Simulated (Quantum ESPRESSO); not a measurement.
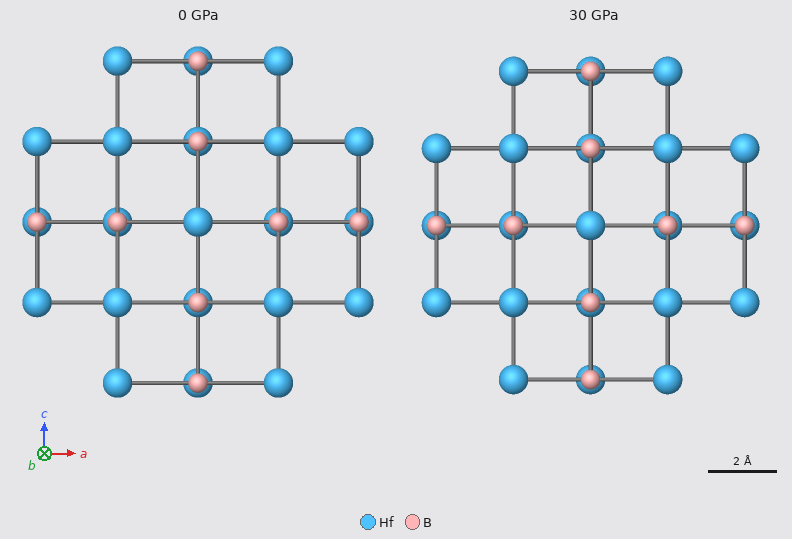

Solid HfB (set up in Fm-3m), relaxed (cell and atoms) at several target pressures. The picture shows the first and the last member. Style: ball-and-stick. Shown: the conventional cell (4 times the calculation's cell), along the b axis. Lengths and directions refer to the drawn axes.

Computed with Quantum ESPRESSO 7.5: PBEsol, GBRV 1.5 PBEsol. (plane-wave cutoff 707.5 eV; k-point mesh 10 × 10 × 10; occupations fermi-dirac; smearing width 0.05 eV; no spin polarisation)

```json
{"pressure (GPa)": "0", "volume (Å³/atom)": "13.789", "a (Å)": "4.796"}
{"pressure (GPa)": "2", "volume (Å³/atom)": "13.640", "a (Å)": "4.779"}
{"pressure (GPa)": "5", "volume (Å³/atom)": "13.430", "a (Å)": "4.754"}
{"pressure (GPa)": "10", "volume (Å³/atom)": "?", "a (Å)": "?"}
{"pressure (GPa)": "20", "volume (Å³/atom)": "12.566", "a (Å)": "4.650"}
{"pressure (GPa)": "30", "volume (Å³/atom)": "12.111", "a (Å)": "4.593"}
```

**One row is withheld. What does the calculation give there?**

Murnaghan's form V = V₀(1 + B′P/B₀)^(−1/B′), with V₀ = 13.789 Å³ from the row at zero pressure, fits the other rows with B₀ = 181 GPa and B′ = 3.65 (largest miss 0.002 Å³). At 10 GPa it gives 13.789 × (1 + 3.65 × 10/181)^(−1/3.65) = 13.112 Å³ per atom. The calculation gives 13.112 Å³/atom (a = 4.716 Å). The estimate is right to the digits shown. From the first member to the last: Hf–Hf 3.391 → 3.248 Å, B–Hf 2.398 → 2.296 Å.

The whole series:

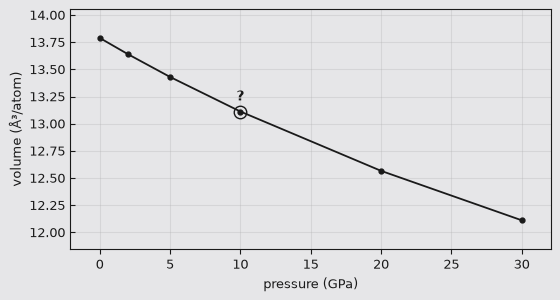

Each member starts from this one structure; whether another phase lies lower wasn't checked.
